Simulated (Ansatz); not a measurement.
# PbSe: 6 runs along one coordinate

System: PbSe (I4mm, 2 atoms in the cell).
Method: DFT LDA, scalar-relativistic, plane waves, PAW, no spin polarisation (Ansatz 0.2.0).

The 6 runs differ only in the geometry, by a shift of atoms along one path in a fixed cell. The shift s is measured from run 4: Se2 moves along the Cartesian direction (0.00, 0.00, −1.00). The structure derives from an entry of the Crystallography Open Database.

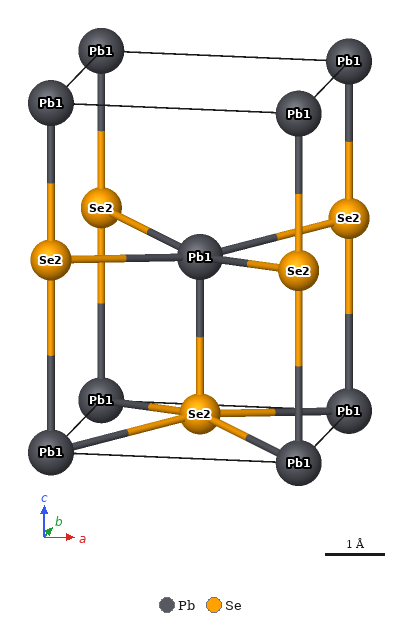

Figure 1. The structure of run 4 (ball-and-stick view of the cell 2 times as large as that of the calculation, set on its symmetry axes, seen slightly off an axis; atoms are numbered from 1 in the order of the input).

### Input of run 4
```yaml
crystal:
  lattice:
    - [0.0, 3.06215, 3.06215]
    - [3.06215, 0.0, 3.06215]
    - [3.06215, 3.06215, 0.0]
  atoms:
    - { symbol: Pb, position: [0.0, 0.0, 0.0] }
    - { symbol: Se, position: [0.4489737603, 0.4489737603, 0.5510262397] }
basis:
  ecutwfc: 420
kpoints:
  mp_grid: { grid: [10, 10, 10] }
hamiltonian:
  xc: lda
scf:
  occupations: { method: gaussian, width: 0.03 }
output:
  forces: true
  stress: true
  eigenvalues: true
```

Run 2 differs from it as follows:
```diff
-    - { symbol: Se, position: [0.4489737603, 0.4489737603, 0.5510262397] }
+    - { symbol: Se, position: [0.5408209918, 0.5408209918, 0.4591790082] }
```

### Results, with one run withheld

| run | shift s of Se2 (Å) | free energy per atom, from the lowest run given (meV) | pressure (GPa) | gap on the mesh (eV) | force along the path (eV/Å) |
| --- | --- | --- | --- | --- | --- |
| 1 | −0.8125 | 109.25 | 2.01 | 1.24 | 1.612 |
| 2 | −0.5625 | ? | ? | ? | ? |
| 3 | −0.1875 | 0.00 | −1.97 | 0.42 | −0.052 |
| 4 | 0.0000 | 19.66 | −0.73 | 0.96 | −0.459 |
| 5 | 0.0625 | 38.16 | −0.02 | 1.05 | −0.740 |
| 6 | 0.1250 | 66.91 | 0.89 | 1.14 | −1.118 |

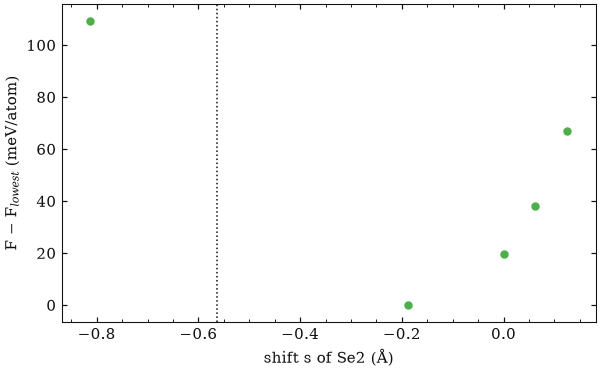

Figure 2. Free energy per atom of the runs given; the dotted line marks run 2.

Fit the runs given and predict run 2.

A cubic polynomial in the coordinate, fitted to the 5 runs given, misses them by at most 0.70 meV per atom. With x = s + 0.1625, it reads F = −0.31945 + 0.27383 x + 640.75 x² + 586.14 x³ (meV per atom). At run 2 it gives 64.58 meV per atom, and the run itself gives 8.62. The slope of the fit gives a force −dF/ds of 0.462 eV/Å along the path (summed over the atoms that move), and the printed forces give 0.260 eV/Å. The fit has its minimum at s = −0.1627 Å. So low a polynomial doesn't follow these energies more closely. The gap on the mesh lies between 0.42 eV (run 3) and 1.24 eV (run 1); run 2 has 0.77 eV. These are gaps of this functional on this mesh, which can miss the band edges; they aren't the measured gap.

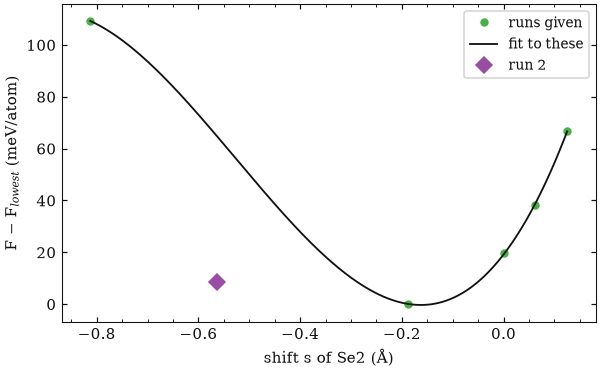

Figure 3. The fit and the withheld run.

### Output, shortened to warnings, some set-up lines, iterations and results (run 2)
```
Basis set: ecut = 420 eV, 1139 PW (Γ)
Symmetry: 8 space group operations
k-points: 102 of 1000 (time reversal used)
Initial density: superposition of atomic densities (neutral atoms: chi_scale 0, normalization atom), corrected by the library's trained network
[...]
SCF iter   1: F=—  HF=-16986.625103 eV  |F-HF|=—  |Δ(HF+E_count)|=         —  Δρ=4.29e-3  dr2=8.71e-3  ethr=1.77e-3  ⟨swp⟩=6.1  Hψ=9547  notcnv=0
SCF iter   2: F=—  HF=-16986.621307 eV  |F-HF|=—  |Δ(HF+E_count)|=   3.80e-3  Δρ=2.10e-3  dr2=1.36e-3  ethr=2.90e-5  ⟨swp⟩=2.6  Hψ=3935  notcnv=0
SCF iter   3: F=—  HF=-16986.620999 eV  |F-HF|=—  |Δ(HF+E_count)|=   3.08e-4  Δρ=6.38e-4  dr2=3.23e-4  ethr=4.53e-6  ⟨swp⟩=2.0  Hψ=3215  notcnv=0
SCF iter   4: F=—  HF=-16986.620898 eV  |F-HF|=—  |Δ(HF+E_count)|=   1.01e-4  Δρ=1.78e-4  dr2=8.00e-6  ethr=1.08e-6  ⟨swp⟩=2.0  Hψ=3428  notcnv=0
SCF iter   5: F=—  HF=-16986.620896 eV  |F-HF|=—  |Δ(HF+E_count)|=   2.35e-6  Δρ=2.99e-5  dr2=6.84e-7  ethr=2.67e-8  ⟨swp⟩=2.0  Hψ=3468  notcnv=0
SCF iter   6: F=-16986.620895 eV  HF=-16986.620895 eV  |F-HF|=1.38e-8  |Δ(HF+E_count)|=   3.40e-7  Δρ=8.17e-6  dr2=3.11e-8  ethr=3.33e-10  ⟨swp⟩=6.1  Hψ=9263  notcnv=0
SCF 1 converged in 6 iterations: F = -16986.620895 eV  dr2 = 3.11e-8
SCF converged after 6 iterations
Free energy (F): -16986.620895 eV
Harris-Foulkes:  -16986.620895 eV  (|F-HF|=1.38e-8)
Internal energy: -16986.620895 eV  (E = F + TS)
E sigma→0 (E₀):  -16986.620895 eV
Fermi energy:    8.752909 eV
--- Per-component energies (eV) ---
  E_band       = -437.526605
  E_kinetic    = 407.457783
  E_local      = -3557.320593  (includes V_loc(G=0)·N_el)
  E_nonlocal   = -235.237947
  E_hartree    = 1650.081216
  E_xc         = -323.417390
  E_vxc        = -232.761720  (∫ρ·V_xc dr)
  E_paw        = -11927.600184  (= ΣΔE_a)
  E_vpaw       = -119.833888  (= ΣTr[D̂ρ^β])
  E_aug_tail   = -0.000575  (compensation charges beyond the density's cutoff)
  E_ewald      = -3002.722854
  E_core_change = 2.139649  (= ΣΔE_core)
  E_smearing   = -0.000000  (= −TS)
  E_closure    = 0.000000  (closes the sum)
  Σ components = -16986.620895   (vs F -16986.620895, Δ=0.00e0)
--- Forces (eV/Å), atoms counted from 1 ---
  atom   1  Pb    -0.00000000     0.00000000     0.26005713
  atom   2  Se     0.00000000     0.00000000    -0.26005400
  max |Σ_I F_I| component: 3.13e-6 eV/Å
--- Stress (GPa, compression-positive) ---
       -2.113332       0.000000       0.000000
        0.000000      -2.113332       0.000000
        0.000000       0.000000       0.389574
  P = ⅓ Tr σ = -1.2790 GPa (-12.790 kbar)
```

Notes: Spin–orbit coupling is left out, which matters for Pb.
